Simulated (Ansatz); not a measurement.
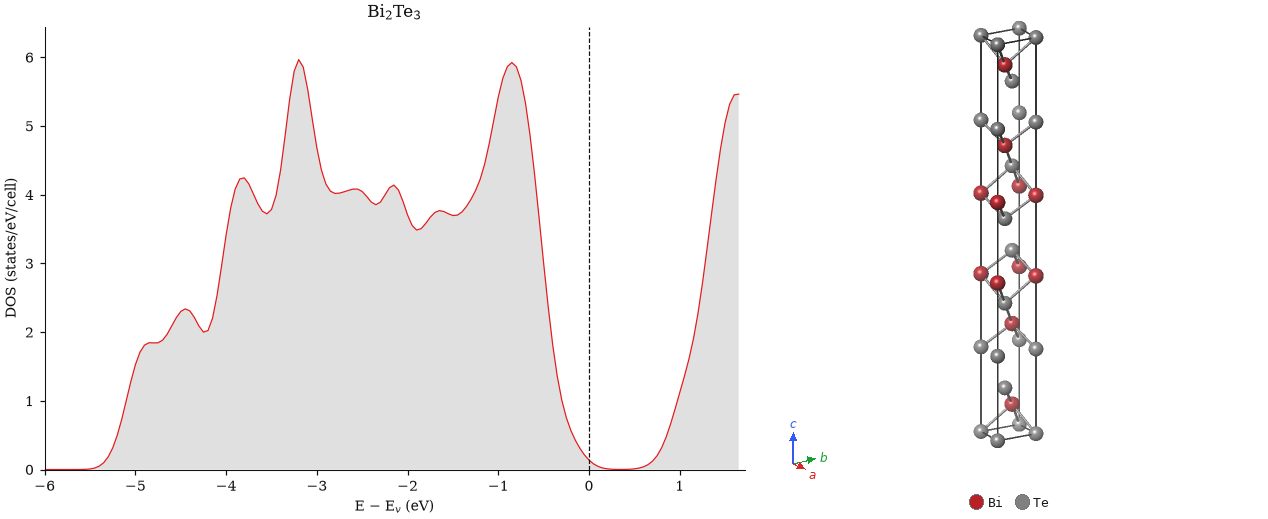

Density of states, beside the structure. Energies are counted from the top of the valence band. The curve is built from the levels of the k mesh with Gaussians 0.3 eV wide, which also blur the band edges.

This input was run:

```
crystal:
  lattice:
    - [2.1958106691, 1.2677518809, 10.4503916138]
    - [-2.1958106691, 1.2677518809, 10.4503916138]
    - [0.0, -2.5355037618, 10.4503916138]
  atoms:
    - { symbol: Bi, position: [0.3983528042, 0.3983528042, 0.3983528042] }
    - { symbol: Bi, position: [0.6016471958, 0.6016471958, 0.6016471958] }
    - { symbol: Te, position: [0.0, 0.0, 0.0] }
    - { symbol: Te, position: [0.2135723118, 0.2135723118, 0.2135723118] }
    - { symbol: Te, position: [0.7864276882, 0.7864276882, 0.7864276882] }
kpoints:
  mp_grid: { grid: [8, 8, 8] }
  band_path:
    path:
      - [0.0, 0.0, 0.0]
      - [0.5, 0.5, 0.5]
      - [0.823522359, 0.176477641, 0.5]
      - [0.5, -0.176477641, 0.176477641]
      - [0.5, 0.0, 0.0]
      - [0.3382388205, -0.3382388205, 0.0]
      - [0.6617611795, 0.0, 0.3382388205]
      - [0.5, 0.0, 0.5]
    npoints: 1
hamiltonian:
  xc: r2scan
scf:
  occupations: { method: fixed }
  n_extra_bands: 5
output:
  forces: true
  stress: true
  eigenvalues: true
  write_density: true
  write_potential: true
  elf: true
  volumetric_format: npy
```

Run as:
```bash
ansatz run input.yaml --threads 4 --pin off --max-ram 4608MiB --backend cpu --events-out ev --progress --plain --runs-dir out
```

Q: Metal or insulator, going by the density of states?

A: There is a gap; over the k points computed it is 0.69 eV (direct among those points).

Q: How wide is the upper valence band?

A: The upper group of valence states starts about 5.2 eV under the valence-band top, with a gap beneath it; it holds about 18 electrons a cell.

Spin-orbit coupling is left out, which matters for Bi and Te.
